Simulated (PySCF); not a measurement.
# C6H14N2Si, a complex of two parts: electronic excitations, part 2 of 2

PySCF 2.14.0. Atoms count from 0, parts from 1.

### Step 5. TDDFT and polarisability: 700 fs

What the job is given:

```
{"job": {"kind": "uv", "xc": "CAM-B3LYP", "basis": "def2-SVP", "nstates": 4, "ntriplets": 0}, "charge": 0, "multiplicity": 1, "parts": [{"atoms": "0-13", "charge": 0, "multiplicity": 1}, {"atoms": "14-22", "charge": 0, "multiplicity": 1}]}
C     -0.883428    -0.314741    -1.720967
Si     0.963675    -0.606350    -2.149899
C      1.341301     0.337462    -3.734290
C      2.081034     0.108666    -0.691892
H     -1.465040    -0.575155    -2.599548
H     -1.227118    -0.839469    -0.832122
H     -0.988429     0.745578    -1.507129
H      1.087087    -2.039749    -2.371903
H      0.931576     1.317911    -3.714696
H      2.408626     0.460171    -3.891477
H      0.889590    -0.184171    -4.577415
H      3.120586    -0.112138    -0.873981
H      2.040910     1.185438    -0.697391
H      1.781215    -0.239625     0.308649
C     -1.092922     0.387350     3.705850
C     -1.927203    -0.160947     2.741031
N     -1.481349     0.102191     1.531798
N     -0.384462     0.823224     1.689385
C     -0.121855     1.064924     2.990178
H     -1.195645     0.329814     4.774812
H     -2.845070    -0.716038     2.837061
H      0.064957     1.135007     0.836186
H      0.697590     1.644224     3.314859
```

With the program's defaults for keys left out, this is: TDDFT CAM-B3LYP/def2-SVP, vertical, gas phase, core orbitals frozen in the response.

What it wrote:

```text
coarse grid: 18944 points
cycle   1  E = -635.3433262407  dE =  1.171e+00  |g| = 5.127e-01  |ddm| = 4.752e+00
cycle   2  E = -635.3567080894  dE = -1.338e-02  |g| = 4.996e-01  |ddm| = 1.001e+00
cycle   3  E = -635.4136472449  dE = -5.694e-02  |g| = 8.781e-02  |ddm| = 4.864e-01
cycle   4  E = -635.4150662765  dE = -1.419e-03  |g| = 3.915e-02  |ddm| = 1.012e-01
cycle   5  E = -635.4154243496  dE = -3.581e-04  |g| = 4.115e-03  |ddm| = 4.363e-02
cycle   6  E = -635.4154300743  dE = -5.725e-06  |g| = 1.636e-03  |ddm| = 7.855e-03
final grid: 176368 points
cycle   7  E = -635.5146108137  dE = -4.433e-05  |g| = 4.463e-03  |ddm| = 2.179e-02
cycle   8  E = -635.5146120035  dE = -1.190e-06  |g| = 4.165e-03  |ddm| = 8.006e-03
cycle   9  E = -635.5146160676  dE = -4.064e-06  |g| = 5.001e-04  |ddm| = 3.595e-03
cycle  10  E = -635.5146161161  dE = -4.848e-08  |g| = 2.819e-04  |ddm| = 6.619e-04
cycle  11  E = -635.5146161342  dE = -1.809e-08  |g| = 4.220e-05  |ddm| = 2.728e-04
cycle  12  E = -635.5146161348  dE = -5.982e-10  |g| = 1.787e-05  |ddm| = 6.313e-05
converged SCF energy = -635.5146161348

Static polarisability (au): isotropic 96.751, principal 72.374 101.476 116.404

Singlet excitations
state   eV       nm        f      main configurations
  1   6.9425    178.6   0.00640   H-2->L 0.54, H-3->L 0.30
  2   7.1173    174.2   0.06806   H->L 0.46, H-1->L 0.36, H->L+4 0.09
  3   7.3514    168.7   0.09120   H->L 0.45, H-1->L 0.39, H->L+4 0.10
  4   7.7611    159.8   0.00095   H->L+1 0.76, H->L+5 0.10, H->L+3 0.09
```

Wall time 22 s (1 thread of AMD EPYC 9R05, shared host); peak memory 1.1 GiB.

In short: HOMO -8.40 eV, LUMO 1.87 eV; lowest singlet 6.94 eV.

### Step 6. TDDFT and polarisability: 850 fs

What the job is given:

```
{"job": {"kind": "uv", "xc": "CAM-B3LYP", "basis": "def2-SVP", "nstates": 4, "ntriplets": 0}, "charge": 0, "multiplicity": 1, "parts": [{"atoms": "0-13", "charge": 0, "multiplicity": 1}, {"atoms": "14-22", "charge": 0, "multiplicity": 1}]}
C     -1.029937    -0.161121    -1.745143
Si     0.740534    -0.766709    -2.100837
C      1.435784     0.031063    -3.714041
C      1.974178    -0.182260    -0.781256
H     -1.699476    -0.690965    -2.360075
H     -1.310038    -0.332181    -0.700674
H     -1.065592     0.905978    -1.942368
H      0.830193    -2.217862    -2.349467
H      1.303324     1.096480    -3.674884
H      2.504334    -0.171732    -3.789355
H      0.990836    -0.387065    -4.575428
H      2.980902    -0.333359    -1.152984
H      1.857310     0.885175    -0.586208
H      1.897626    -0.713826     0.128989
C     -1.438740     0.637672     3.668011
C     -2.384691     0.349230     2.673850
N     -1.808666     0.362394     1.506283
N     -0.510145     0.597515     1.724063
C     -0.248217     0.803194     3.030859
H     -1.687368     0.722264     4.686628
H     -3.440409     0.122835     2.797592
H      0.136446     0.686357     0.958845
H      0.715969     1.067524     3.368295
```

With the program's defaults for keys left out, this is: TDDFT CAM-B3LYP/def2-SVP, vertical, gas phase, core orbitals frozen in the response.

What it wrote:

```text
coarse grid: 18944 points
cycle   1  E = -635.3404383012  dE =  1.261e+00  |g| = 5.194e-01  |ddm| = 4.779e+00
cycle   2  E = -635.3561041417  dE = -1.567e-02  |g| = 4.943e-01  |ddm| = 1.005e+00
cycle   3  E = -635.4123046184  dE = -5.620e-02  |g| = 8.872e-02  |ddm| = 4.797e-01
cycle   4  E = -635.4137453258  dE = -1.441e-03  |g| = 4.002e-02  |ddm| = 1.023e-01
cycle   5  E = -635.4141152164  dE = -3.699e-04  |g| = 4.310e-03  |ddm| = 4.366e-02
cycle   6  E = -635.4141212966  dE = -6.080e-06  |g| = 1.518e-03  |ddm| = 8.011e-03
final grid: 176368 points
cycle   7  E = -635.5128459519  dE = -4.692e-05  |g| = 5.042e-03  |ddm| = 2.340e-02
cycle   8  E = -635.5128464113  dE = -4.593e-07  |g| = 5.166e-03  |ddm| = 9.050e-03
cycle   9  E = -635.5128523397  dE = -5.928e-06  |g| = 7.258e-04  |ddm| = 4.361e-03
cycle  10  E = -635.5128524593  dE = -1.197e-07  |g| = 2.678e-04  |ddm| = 8.349e-04
cycle  11  E = -635.5128524770  dE = -1.763e-08  |g| = 5.654e-05  |ddm| = 2.799e-04
cycle  12  E = -635.5128524778  dE = -8.313e-10  |g| = 2.095e-05  |ddm| = 7.292e-05
converged SCF energy = -635.5128524778

Static polarisability (au): isotropic 96.182, principal 71.814 99.070 117.663

Singlet excitations
state   eV       nm        f      main configurations
  1   6.8790    180.2   0.01140   H-2->L 0.57, H-3->L 0.17, H->L 0.10
  2   7.0977    174.7   0.07369   H->L 0.56, H-1->L 0.26
  3   7.5134    165.0   0.08246   H-1->L 0.53, H->L 0.26, H->L+4 0.11
  4   7.8826    157.3   0.00051   H->L+1 0.78, H->L+5 0.18
```

It took 21 s on 1 thread of AMD EPYC 9R05, shared host; peak memory 1.1 GiB.

In short: HOMO -8.51 eV, LUMO 1.84 eV; lowest singlet 6.88 eV.

### Step 7. Ultraviolet spectrum: 1000 fs

What the job is given:

```
{"job": {"kind": "uv", "xc": "CAM-B3LYP", "basis": "def2-SVP", "nstates": 4, "ntriplets": 0}, "charge": 0, "multiplicity": 1, "parts": [{"atoms": "0-13", "charge": 0, "multiplicity": 1}, {"atoms": "14-22", "charge": 0, "multiplicity": 1}]}
C     -0.977751    -0.113311    -1.954223
Si     0.720501    -0.941222    -2.078668
C      1.470750    -0.566441    -3.777391
C      1.865231    -0.306199    -0.660180
H     -1.705974    -0.410304    -2.731694
H     -1.473150    -0.240888    -0.977881
H     -0.937261     0.934606    -2.103424
H      0.634759    -2.420002    -1.877941
H      1.851342     0.443277    -3.779746
H      2.267904    -1.253044    -3.998425
H      0.668151    -0.674294    -4.513229
H      2.880662    -0.313231    -1.002789
H      1.592200     0.685361    -0.264973
H      1.831923    -1.006354     0.163575
C     -1.669515     0.662497     3.720344
C     -2.508604     0.568863     2.603790
N     -1.782736     0.520651     1.483780
N     -0.507382     0.517244     1.870803
C     -0.396511     0.578093     3.205837
H     -1.962713     0.697530     4.746675
H     -3.603324     0.486295     2.594090
H      0.216379     0.447945     1.145826
H      0.531185     0.608051     3.776943
```

With the program's defaults for keys left out, this is: TDDFT CAM-B3LYP/def2-SVP, vertical, gas phase, core orbitals frozen in the response.

What it wrote:

```text
coarse grid: 18944 points
cycle   1  E = -635.3468382075  dE =  1.102e+00  |g| = 5.112e-01  |ddm| = 4.743e+00
cycle   2  E = -635.3610658121  dE = -1.423e-02  |g| = 4.932e-01  |ddm| = 9.827e-01
cycle   3  E = -635.4164231768  dE = -5.536e-02  |g| = 8.922e-02  |ddm| = 4.749e-01
cycle   4  E = -635.4178913317  dE = -1.468e-03  |g| = 3.939e-02  |ddm| = 1.009e-01
cycle   5  E = -635.4182529816  dE = -3.616e-04  |g| = 4.299e-03  |ddm| = 4.328e-02
cycle   6  E = -635.4182590795  dE = -6.098e-06  |g| = 1.663e-03  |ddm| = 8.104e-03
final grid: 176368 points
cycle   7  E = -635.5167389386  dE = -4.096e-05  |g| = 4.202e-03  |ddm| = 2.227e-02
cycle   8  E = -635.5167398675  dE = -9.289e-07  |g| = 3.999e-03  |ddm| = 7.517e-03
cycle   9  E = -635.5167436096  dE = -3.742e-06  |g| = 4.867e-04  |ddm| = 3.464e-03
cycle  10  E = -635.5167436571  dE = -4.748e-08  |g| = 2.836e-04  |ddm| = 6.500e-04
cycle  11  E = -635.5167436760  dE = -1.884e-08  |g| = 4.503e-05  |ddm| = 2.789e-04
cycle  12  E = -635.5167436766  dE = -6.387e-10  |g| = 2.194e-05  |ddm| = 6.879e-05
converged SCF energy = -635.5167436766

Static polarisability (au): isotropic 97.730, principal 71.587 102.718 118.884

Singlet excitations
state   eV       nm        f      main configurations
  1   6.8960    179.8   0.01208   H-2->L 0.79
  2   7.0510    175.8   0.06316   H->L 0.44, H-1->L 0.40, H->L+4 0.10
  3   7.3426    168.9   0.08829   H->L 0.43, H-1->L 0.34, H->L+4 0.11
  4   7.7801    159.4   0.00101   H->L+1 0.72, H->L+2 0.09, H->L+5 0.09
```

Wall time 21 s (1 thread of AMD EPYC 9R05, shared host); peak memory 1.1 GiB.

In short: HOMO -8.36 eV, LUMO 1.88 eV; lowest singlet 6.90 eV.

### Step 8. Comparing the runs: electronic excitations

Excitations and ground-state properties, with basis size and wall time:

```tsv
frame	lowest singlet (eV)	brightest (eV)	f	gap (eV)	α (Å³)	μ (D)	functions	time
250 fs	6.93	7.50	0.067	10.29	14.34	2.57	200	26 s
400 fs	6.98	7.43	0.077	10.29	14.33	2.53	200	21 s
550 fs	6.80	7.42	0.057	10.14	14.39	2.37	200	22 s
700 fs	6.94	7.35	0.091	10.27	14.34	2.29	200	22 s
850 fs	6.88	7.51	0.082	10.35	14.25	2.07	200	21 s
1000 fs	6.90	7.34	0.088	10.25	14.48	2.04	200	21 s
```

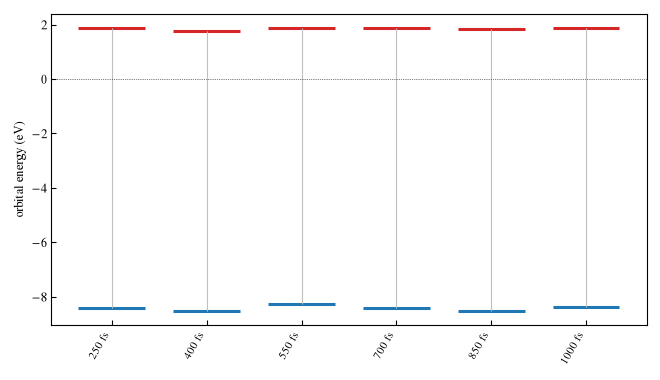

HOMO (blue) and LUMO (red) run by run.

### Step 9. Outcome

What follows sums up all 2 parts.

```
                                   quantity                        value
lowest singlet (CAM-B3LYP/def2-SVP, 250 fs)  6.93 eV (179 nm), f = 0.028
   brightest single state of those computed  state 4, 7.50 eV, f = 0.067
                range of the lowest singlet              6.80 to 6.98 eV
```

What this shows: In the first frame run (250 fs): The first singlet state (HOMO−2→LUMO 0.34, HOMO→LUMO 0.33) lies at 6.93 eV and is weak; of the 4 states computed, the strongest absorption comes from state 4 at 7.50 eV (the last computed, so partners may be missing). The basis of CAM-B3LYP/def2-SVP has no diffuse functions, so Rydberg states are missing and the high states are unreliable. The lowest singlet runs from 6.80 eV (550 fs) to 6.98 eV (400 fs), while the orbital gap spans 10.14 to 10.35 eV. The lowest state need not be the same one in every run.
